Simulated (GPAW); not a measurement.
System: BaTiO3, space group P4mm (No. 99), 5 atoms in the cell.

```
Ba Ti O
1.0
     3.99980    0.00000    0.00000
     0.00000    3.99980    0.00000
     0.00000    0.00000    4.01800
Ba Ti O
1 1 3
Direct
  0.00000 0.00000 0.00000
  0.50000 0.50000 0.49000
  0.00000 0.50000 0.51700
  0.50000 0.00000 0.51700
  0.50000 0.50000 0.01900
```

Level of theory: PBEint, PAW data sets generated in the run's folder for this functional, spin-orbit coupling, no magnetisation, 4×4×4 k mesh, 800 eV cutoff; code GPAW 26.7.0.

What will the band structure look like? The path is Γ–X–M–Γ–Z–R–A–Z|X–R|M–A.

The material is gapped. The gap along this path is 1.77 eV and indirect, from the valence-band top at A to the conduction-band bottom at Γ; the smallest direct gap is 2.00 eV, at Γ. At M the top valence band lies only 0.08 eV lower. The top valence band spans 1.0 eV and the lowest conduction band 2.4 eV. The direct gaps are 4.20 eV at A, 2.00 eV at Γ and 2.96 eV at X.

The k mesh is coarse. Spin-orbit coupling was added after a scalar SCF, so levels and gaps hold it while energy, forces, pressure and moments don't. This program's spin-orbit splittings come out too wide for heavy elements. LDA, GGA and most meta-GGA functionals understate gaps.

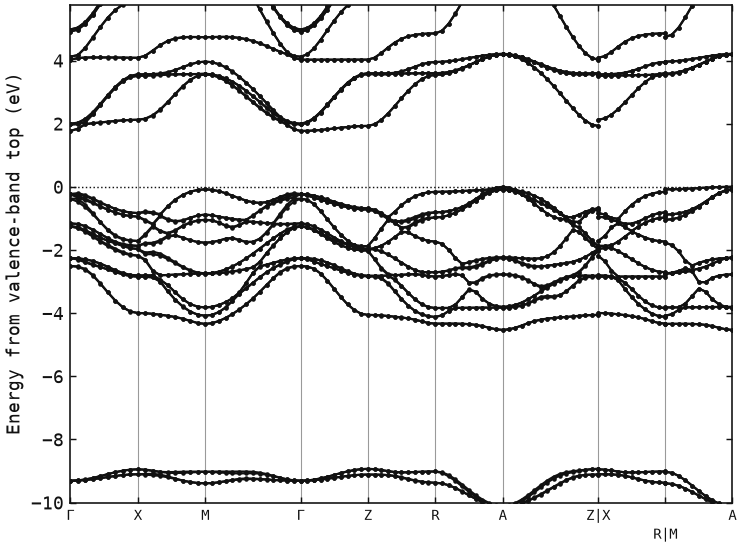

Band structure. Energies are counted from the top of the valence band.
